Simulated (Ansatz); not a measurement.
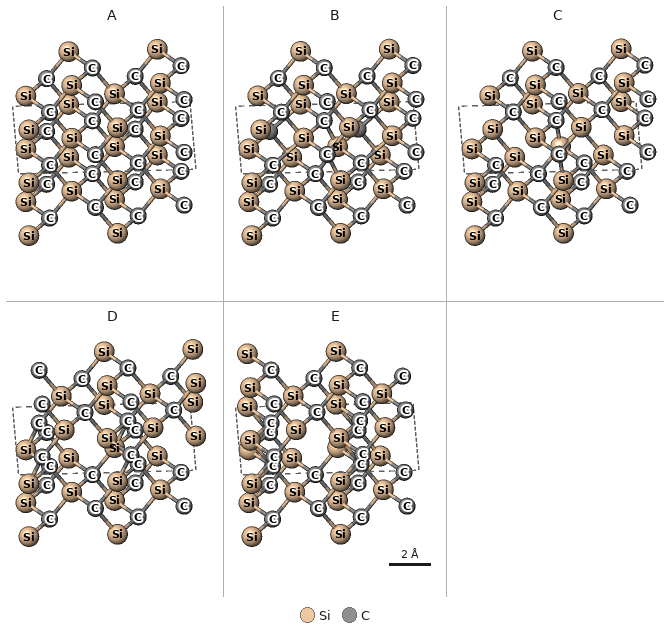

A scan of solid SiC (F-43m) along one coordinate. A ball-and-stick model of the layers on both sides of the dashed plane, seen obliquely from above.

Method: Ansatz 0.2.0, DFT r2SCAN, scalar-relativistic, plane waves, PAW. Settings: plane-wave cutoff 500 eV; k-point mesh 6 × 9 × 3; occupations gaussian; smearing width 0.05 eV; no spin polarisation. Energies (free energies at the smearing named) are counted from the relaxed crystal.

> What is being scanned?

The crystal above a cut along the (0 −1 1) plane of the conventional cell (between a plane of C/Si below and one of C/Si above, 1.54 Å apart) is slid rigidly by fractions of an in-plane lattice vector 4.36 Å long (a generalised stacking fault). In the frames the slip is 0.00 (A), 0.10 (B), 0.20 (C), 0.40 (D), 0.50 (E). One cut stands in each cell, which starts 9.2 Å high; nothing is relaxed, and the dashed outline marks the cut. Their energies are 0 mJ/m², 1768 mJ/m², 5916 mJ/m², 10252 mJ/m², 10588 mJ/m².
